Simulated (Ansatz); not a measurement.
# Single-point calculation of Co (part 1 of 2)

The run: single-point calculation of Co (Fm-3m, 1 atom in the cell). Method and program: DFT HSE06, scalar-relativistic, plane waves, PAW, spin-polarised (Ansatz 0.2.0).

The structure was built on a prototype by a generator; it need not be a known phase. It belongs to a series of runs on one base structure; here: volume 11.231 Å³/atom. Figures and captions count atoms from 1; the log counts them from 0 in places.

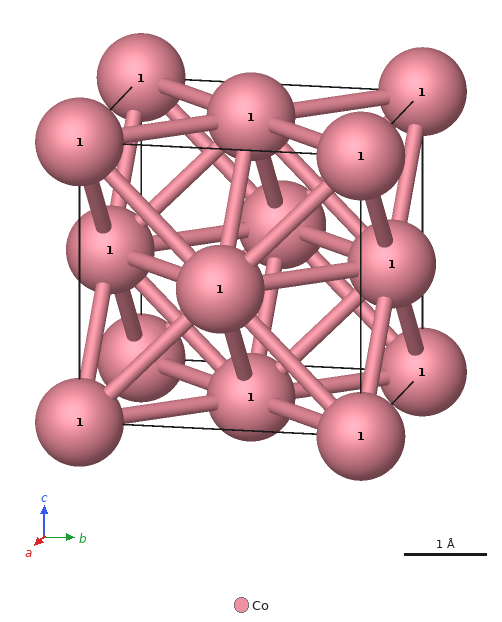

*The structure (ball-and-stick view of the cell 4 times as large as that of the calculation, set on its symmetry axes, seen slightly off an axis; atoms are numbered from 1 in the order of the input).*

Near neighbours in the crystal (not all of them lie inside the picture): Co has 12 Co at 2.51 Å.

### Input
```yaml
crystal:
  lattice:
    - [0.0, 1.7774673354, 1.7774673354]
    - [1.7774673354, 0.0, 1.7774673354]
    - [1.7774673354, 1.7774673354, 0.0]
  atoms:
    - { symbol: Co, position: [0.0, 0.0, 0.0], spin: 2.26 }
basis:
  ecutwfc: 420
  ecutrho_ratio: 4
kpoints:
  mp_grid: { grid: [10, 10, 10] }
hamiltonian:
  xc: hse06
scf:
  occupations: { method: gaussian, width: 0.05 }
output:
  forces: true
  stress: true
  eigenvalues: true
  populations: true
magnetization:
  spin_polarized: true
```

### The program's output
```
Warning: output.stress: scf.convergence.dr2_threshold = 1e-7 eV (the SCF's general default) is looser than the 1e-10 eV advised for a printed stress (1e-10 eV for each atom of the cell: 1). What an SCF threshold leaves in a stress goes as its square root, and in the free energy as the threshold itself, and one threshold admits the most on a small cell: of the crystals measured, under no hybrid functional and no lock of the moments, on runs that ended without the residual-converged pass, on stresses that held no estimate of that error, the worst erred by over 100 MPa in a component at 1e-7 eV an atom and by under 5 at 1e-10. Set scf.convergence.dr2_threshold to 1e-10 eV or tighter. The threshold is an SCF's pass mark: one that does not reach it within its budget of iterations ends unconverged, or closes short of it on a stop that the run arms, and scf.convergence.dr2_threshold's page says what that costs each kind of run
Warning: output.stress: scf.exx.energy_threshold = 1e-6 eV is looser than the 1e-8 eV advised for a stress under a hybrid functional (1e-8 eV for each atom of the cell: 1). Every SCF of the exchange loop can meet its threshold on dr2 while the loop round them stops early: no threshold on dr2 bounds what that leaves in the stress. Set scf.exx.energy_threshold to 1e-8 eV or tighter. The threshold is the loop's pass mark: a loop that does not reach it within its budget of cycles ends unconverged, and scf.exx.energy_threshold's page has the law
Engine: ansatz 0.2.0, x86_64-unknown-linux-gnu
Pseudopotentials: kind: paw
Pseudopotential: Co, paw, valence charge 17, recommended cutoff 420 eV (normal), Co.paw.azcp
Functional definition: HSE06
  parameter a = 0.25
  parameter omega = 0.11/bohr
  exchange = pbe_x - a*pbe_x_sr(omega) + a*exact_x_sr(omega)
  correlation = pbe_c
Crystal: 1 atoms, lattice volume = 11.231 Å³
Basis set: ecut = 420 eV, 229 PW (Γ), exchange–correlation on 36×36×36 points (8 copies of the dense FFT grid, shifted against one another)
Bands: 14, of which v1, the nominal top of the filled ones, is band 9 counted from 1 (8 counted from 0)
Symmetry: 48 space group operations
Space group: Fm-3m (ITA 225), of the structure as read, at distance tolerance 2.2e-5 Å
Magnetic group: BNS 225.116 (UNI 1618), of the structure as read, at distance tolerance 2.2e-5 Å
k-points: 47 of 1000
Non-local potential: Co, projectors of the file, l = 0: 3, l = 1: 2, l = 2: 3, l = 3: 1
PAW form: soft (Blöchl's): semilocal exchange-correlation on the pseudo side does not see the compensation charge
PAW frozen core: Co, regenerated for the run's functional, and the local potential with it (the file was generated under x = pbe(κ = 0.804, μ = 0.2195149727645171), c = pbe(β = 0.06672455060314922))
PAW one-centre angular grid: Co, 590 points (default); XC on 64 Gauss nodes
Initial density: superposition of atomic densities (chi_scale 0.1, normalization cell)
Starting moments: Σ|m| = 2.26 μB on 1 of 1 site
Initial wavefunctions: pseudopotential atomic-orbital guess
Functional: x = pbe(κ = 0.804, μ = 0.2195149727645171), c = pbe(β = 0.06672455060314922), warm-up for x = pbe(κ = 0.804, μ = 0.2195149727645171) + 0.25 (exact − pbe) at short range (hse, ω = 0.20786987370883472 Å⁻¹), c = pbe(β = 0.06672455060314922); HSE06 as pw.x's `hse` composes it (authors' and Libxc's form: `xc: wpbeh`)
iter 1 solved again at ethr=6.71e-4 eV; its pass at ethr=1.00e-1 eV (dr2=1.14e-1 eV) is discarded
SCF iter   1: F=—  HF=-5126.022878 eV  |F-HF|=—  |Δ(HF+E_count)|=         —  Δρ=4.59e-2 (↑4.59e-2 ↓3.21e-2)  dr2=1.09e-1  dr2_m=1.12e-1  M=1.746 μB ∫|m|=1.795 μB  β_m=0.30  ethr=6.71e-4  ⟨swp⟩=3.6  Hψ=7209  notcnv=0
preconditioner: auto → none  [metal: Δε(μ)=0.022 eV  Ē_g=15.522 eV  σ=0.050 eV  W_gap=0.24  n_scr=0 (ndim 8)  ℏωp=33.2 eV  f_vac=0.000  D(μ)=1.37/eV (n_scr^D=14)]
iter 2 solved again at ethr=2.28e-5 eV; its pass at ethr=6.44e-4 eV (dr2=3.87e-3 eV) is discarded
SCF iter   2: F=—  HF=-5126.068867 eV  |F-HF|=—  |Δ(HF+E_count)|=   4.60e-2  Δρ=2.52e-2 (↑2.09e-2 ↓2.52e-2)  dr2=4.16e-3  dr2_m=5.28e-2  M=1.734 μB ∫|m|=1.807 μB  β_m=0.30  ethr=2.28e-5  ⟨swp⟩=2.9  Hψ=5454  notcnv=0  defer=1
SCF iter   3: F=—  HF=-5126.099465 eV  |F-HF|=—  |Δ(HF+E_count)|=   3.06e-2  Δρ=1.62e-2 (↑1.57e-2 ↓1.62e-2)  dr2=2.74e-3  dr2_m=2.45e-2  M=1.734 μB ∫|m|=1.822 μB  β_m=1.00  ethr=2.28e-5  ⟨swp⟩=3.0  Hψ=3033  notcnv=0
SCF iter   4: F=—  HF=-5126.138859 eV  |F-HF|=—  |Δ(HF+E_count)|=   3.94e-2  Δρ=7.53e-3 (↑7.53e-3 ↓4.03e-3)  dr2=8.21e-4  dr2_m=3.39e-3  M=1.734 μB ∫|m|=1.868 μB  β_m=1.00  ethr=1.61e-5  ⟨swp⟩=3.7  Hψ=3425  notcnv=0
SCF iter   5: F=—  HF=-5126.135306 eV  |F-HF|=—  |Δ(HF+E_count)|=   3.55e-3  Δρ=2.32e-3 (↑2.32e-3 ↓8.14e-4)  dr2=2.83e-4  dr2_m=1.67e-4  M=1.734 μB ∫|m|=1.878 μB  β_m=1.00  ethr=4.83e-6  ⟨swp⟩=3.0  Hψ=2455  notcnv=0
SCF iter   6: F=—  HF=-5126.136179 eV  |F-HF|=—  |Δ(HF+E_count)|=   8.73e-4  Δρ=4.59e-4 (↑3.62e-4 ↓4.59e-4)  dr2=2.96e-5  dr2_m=6.05e-6  M=1.734 μB ∫|m|=1.880 μB  β_m=0.30  ethr=1.66e-6  ⟨swp⟩=2.9  Hψ=2345  notcnv=0
Mixer restart at iter 6: flushing history
spin-set hold released at iteration 6 (site moments contracting): the magnetisation degrees of freedom join the quasi-Newton model from the next iteration; the mixer history was flushed
SCF iter   7: F=—  HF=-5126.137291 eV  |F-HF|=—  |Δ(HF+E_count)|=   1.11e-3  Δρ=3.48e-4 (↑2.87e-4 ↓3.48e-4)  dr2=5.17e-6  dr2_m=8.44e-6  M=1.734 μB ∫|m|=1.880 μB  β_m=0.65  ethr=1.74e-7  ⟨swp⟩=3.0  Hψ=2479  notcnv=0
SCF iter   8: F=—  HF=-5126.138564 eV  |F-HF|=—  |Δ(HF+E_count)|=   1.27e-3  Δρ=8.89e-4 (↑8.89e-4 ↓6.40e-4)  dr2=1.16e-4  dr2_m=8.75e-6  M=1.734 μB ∫|m|=1.880 μB  β_m=0.59  ethr=3.04e-8  ⟨swp⟩=4.0  Hψ=3491  notcnv=0
SCF iter   9: F=—  HF=-5126.138549 eV  |F-HF|=—  |Δ(HF+E_count)|=   1.50e-5  Δρ=5.26e-4 (↑1.80e-4 ↓5.26e-4)  dr2=2.07e-5  dr2_m=4.97e-6  M=1.734 μB ∫|m|=1.880 μB  β_m=0.65  ethr=3.04e-8  ⟨swp⟩=4.0  Hψ=3322  notcnv=0
SCF iter  10: F=—  HF=-5126.138555 eV  |F-HF|=—  |Δ(HF+E_count)|=   5.53e-6  Δρ=2.17e-4 (↑5.58e-5 ↓2.17e-4)  dr2=2.67e-6  dr2_m=1.06e-6  M=1.734 μB ∫|m|=1.880 μB  β_m=0.82  ethr=3.04e-8  ⟨swp⟩=3.0  Hψ=2408  notcnv=0
SCF iter  11: F=—  HF=-5126.138556 eV  |F-HF|=—  |Δ(HF+E_count)|=   1.77e-6  Δρ=3.06e-5 (↑9.87e-6 ↓3.06e-5)  dr2=1.05e-8  dr2_m=3.91e-8  M=1.734 μB ∫|m|=1.880 μB  β_m=0.91  ethr=1.57e-8  ⟨swp⟩=2.9  Hψ=2328  notcnv=0
SCF iter  12: F=—  HF=-5126.138556 eV  |F-HF|=—  |Δ(HF+E_count)|=   9.86e-8  Δρ=4.85e-6 (↑2.10e-6 ↓4.85e-6)  dr2=2.72e-10  dr2_m=1.10e-9  M=1.734 μB ∫|m|=1.880 μB  β_m=0.95  ethr=6.20e-11  ⟨swp⟩=4.1  Hψ=3507  notcnv=0
SCF iter  13: F=-5126.138556 eV  HF=-5126.138556 eV  |F-HF|=1.41e-10  |Δ(HF+E_count)|=   1.29e-9  Δρ=1.37e-6 (↑1.37e-6 ↓4.25e-7)  dr2=1.81e-10  dr2_m=3.10e-11  M=1.734 μB ∫|m|=1.880 μB  ethr=1.60e-12  ⟨swp⟩=4.0  Hψ=3438  notcnv=0
SCF 1 converged in 13 iterations: F = -5126.138556 eV  dr2 = 1.81e-10
  greatest PAW one-centre occupation: 1.001 electrons in one spin orbital (limit 2), on the Co atom at site 0 (counted from 0), in its partial waves of l = 1
Initial density: handed on by an earlier stage of this run
Starting moments: Σ|m| = 2.26 μB on 1 of 1 site; this step starts from the density that it was given
Initial wavefunctions: those handed on with the density
Functional: x = pbe(κ = 0.804, μ = 0.2195149727645171) + 0.25 (exact − pbe) at short range (hse, ω = 0.20786987370883472 Å⁻¹), c = pbe(β = 0.06672455060314922); HSE06 as pw.x's `hse` composes it (authors' and Libxc's form: `xc: wpbeh`)
Exchange kernel: α = 0.2500, screened, ω = 0.2079 Å⁻¹, Wigner–Seitz truncation, v(0) = 1046.7849 eV·Å³, q-mesh 10×10×10, nearest image of the exchange supercell L = 25.14 Å, pair-density grid 12×12×12, without the augmentation charges, whose exchange is taken in its separable form by FFT convolution over the k-point mesh (sized by the pseudopotential files, 15×15×15 at the most), smooth part of the exact exchange by density-matrix convolution
Frozen-core exchange: fock
iter 1 solved again at ethr=3.21e-5 eV; its pass at ethr=1.00e-1 eV (dr2=5.45e-3 eV) is discarded
SCF iter   1: F=—  HF=-5123.894090 eV  |F-HF|=—  |Δ(HF+E_count)|=         —  Δρ=4.27e-2 (↑4.27e-2 ↓3.71e-2)  dr2=5.75e-2  dr2_m=1.60e-1  M=1.852 μB ∫|m|=2.147 μB  β_m=0.30  ethr=3.21e-5  ⟨swp⟩=3.7  Hψ=6177  notcnv=0
preconditioner: auto → none  [metal: Δε(μ)=0.022 eV  Ē_g=17.895 eV  σ=0.050 eV  W_gap=0.24  n_scr=0 (ndim 8)  ℏωp=33.2 eV  f_vac=0.000  D(μ)=1.40/eV (n_scr^D=14)]
SCF iter   2: F=—  HF=-5123.930743 eV  |F-HF|=—  |Δ(HF+E_count)|=   3.67e-2  Δρ=4.43e-2 (↑4.11e-2 ↓4.43e-2)  dr2=8.35e-2  dr2_m=1.84e-1  M=1.951 μB ∫|m|=2.233 μB  β_m=0.65  ethr=3.21e-5  ⟨swp⟩=2.6  Hψ=2595  notcnv=0
SCF iter   3: F=-5124.011452 eV  HF=-5124.036461 eV  |F-HF|=2.50e-2  |Δ(HF+E_count)|=   1.06e-1  Δρ=5.07e-2 (↑5.07e-2 ↓2.44e-2)  dr2=1.18e-1  dr2_m=1.32e-1  M=1.981 μB ∫|m|=2.263 μB  β_m=0.49  ethr=1.58e-5  ⟨swp⟩=3.9  Hψ=4129  notcnv=0
SCF iter   4: F=-5124.122143 eV  HF=-5124.115772 eV  |F-HF|=6.37e-3  |Δ(HF+E_count)|=   7.93e-2  Δρ=1.99e-2 (↑1.99e-2 ↓1.77e-2)  dr2=2.57e-2  dr2_m=3.17e-2  M=1.992 μB ∫|m|=2.320 μB  β_m=0.59  ethr=1.58e-5  ⟨swp⟩=3.5  Hψ=3698  notcnv=0
SCF iter   5: F=-5124.184128 eV  HF=-5124.187510 eV  |F-HF|=3.38e-3  |Δ(HF+E_count)|=   7.17e-2  Δρ=1.31e-2 (↑3.90e-3 ↓1.31e-2)  dr2=1.20e-2  dr2_m=6.49e-3  M=1.983 μB ∫|m|=2.358 μB  β_m=0.69  ethr=1.58e-5  ⟨swp⟩=3.8  Hψ=3768  notcnv=0
SCF iter   6: F=-5124.188101 eV  HF=-5124.187040 eV  |F-HF|=1.06e-3  |Δ(HF+E_count)|=   4.71e-4  Δρ=6.41e-3 (↑9.44e-4 ↓6.41e-3)  dr2=5.77e-3  dr2_m=1.25e-3  M=1.973 μB ∫|m|=2.338 μB  β_m=0.85  ethr=1.58e-5  ⟨swp⟩=2.9  Hψ=3058  notcnv=0
SCF iter   7: F=-5124.202623 eV  HF=-5124.203582 eV  |F-HF|=9.59e-4  |Δ(HF+E_count)|=   1.65e-2  Δρ=4.52e-3 (↑3.49e-3 ↓4.52e-3)  dr2=4.72e-3  dr2_m=5.62e-4  M=1.901 μB ∫|m|=2.285 μB  β_m=0.92  ethr=3.77e-6  ⟨swp⟩=3.5  Hψ=3114  notcnv=0
SCF iter   8: F=-5124.209917 eV  HF=-5124.210630 eV  |F-HF|=7.13e-4  |Δ(HF+E_count)|=   7.05e-3  Δρ=1.13e-2 (↑6.69e-3 ↓1.13e-2)  dr2=2.22e-3  dr2_m=8.17e-3  M=1.895 μB ∫|m|=2.262 μB  β_m=0.96  ethr=3.77e-6  ⟨swp⟩=4.0  Hψ=3879  notcnv=0
SCF iter   9: F=-5124.211300 eV  HF=-5124.211635 eV  |F-HF|=3.35e-4  |Δ(HF+E_count)|=   1.00e-3  Δρ=1.81e-3 (↑5.75e-4 ↓1.81e-3)  dr2=3.10e-4  dr2_m=4.64e-5  M=1.897 μB ∫|m|=2.278 μB  β_m=0.86  ethr=3.77e-6  ⟨swp⟩=3.1  Hψ=2564  notcnv=0
SCF iter  10: F=-5124.211584 eV  HF=-5124.211630 eV  |F-HF|=4.59e-5  |Δ(HF+E_count)|=   5.00e-6  Δρ=1.03e-3 (↑2.49e-4 ↓1.03e-3)  dr2=6.85e-5  dr2_m=3.61e-5  M=1.891 μB ∫|m|=2.274 μB  ethr=1.75e-6  ⟨swp⟩=3.0  Hψ=2446  notcnv=0
SCF 2 stopped early in 10 iterations: F = -5124.211584 eV  dr2 = 6.85e-5
  greatest PAW one-centre occupation: 1.004 electrons in one spin orbital (limit 2), on the Co atom at site 0 (counted from 0), in its partial waves of l = 1
hybrid outer 1: dexx = +5.930e-1 eV, tail = 1.24e-3 eV
Exchange kernel: α = 0.2500, screened, ω = 0.2079 Å⁻¹, Wigner–Seitz truncation, v(0) = 1046.7849 eV·Å³, q-mesh 10×10×10, nearest image of the exchange supercell L = 25.14 Å, pair-density grid 12×12×12, without the augmentation charges, whose exchange is taken in its separable form by FFT convolution over the k-point mesh (sized by the pseudopotential files, 15×15×15 at the most), smooth part of the exact exchange by density-matrix convolution
Frozen-core exchange: fock
```
